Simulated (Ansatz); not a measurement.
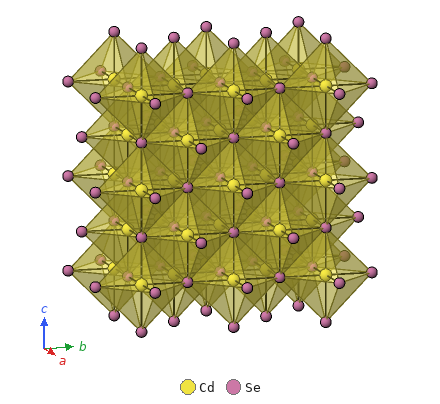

Polyhedra are drawn about Cd (bonds: Cd–Se below 3.2 Å); other atoms are plain spheres.

CdSe (space group Fm-3m, No. 225). Coordinates: the geometry relaxed with DFT, PBEsol, plane waves, PAW (Ansatz); the starting structure was generated, so it need not be a known form of this composition.

Sharing among the drawn polyhedra:

```csv
site,polyhedron,corner-sharing neighbours,edge-sharing,face-sharing,bond (Å)
Cd,CdSe6 octahedron,6,12,0,2.81
```

They form a three-dimensional framework of corner- and edge-sharing octahedra.
